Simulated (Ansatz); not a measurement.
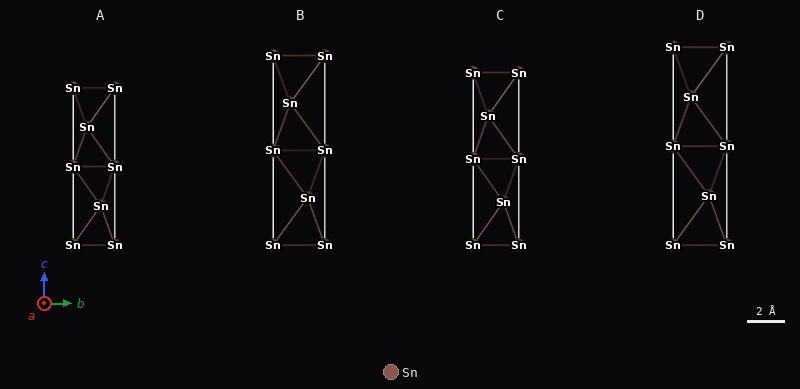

4 geometries from one relaxation of crystalline Sn (a generated structure, set up in P6_3/mmc) (coarse preliminary run), in shuffled order. The picture is a ball-and-stick view of the cell of the calculation, seen along the a axis.

Case: Cu → Sn on all its sites, cell and atoms relaxed.

The calculation used Ansatz 0.2.0, DFT PBEsol, scalar-relativistic, plane waves, PAW. Settings: plane-wave cutoff 420 eV; k-point mesh 12 × 12 × 4; occupations gaussian; smearing width 0.1 eV; no spin polarisation; cell and atoms relaxed; force threshold 0.05 eV/Å; at most 60 steps.

Put them in the order of the run, from the start to the converged end.

Answer. A, C, B, D. They are steps 0, 2, 5, 12, at +5108 meV per atom, +1521 meV per atom, +198 meV per atom relative to the last. The energy falls by 5108 meV per atom in 10 accepted moves (12 points after the start). All forces vanish by symmetry, so only the cell relaxes. Pressure: 241.90 GPa at the start and −0.15 GPa at the end. The SCF was repeated twice at an unchanged geometry on a basis and grid sized afresh for the cell, which shifted the energy by 128 meV per atom at most. No atom moves by more than 0.005 Å relative to the cell. The drawn cell changes as follows: a = b 2.609 → 3.373 Å (+29.3 %), c 8.528 → 10.732 Å (+25.9 %); the volume changes by +110.3 %. Some distances before and after: Sn–Sn 2.609 → 3.373 Å, Sn–Sn 2.610 → 3.315 Å. The space group stays P6_3/mmc (No. 194).
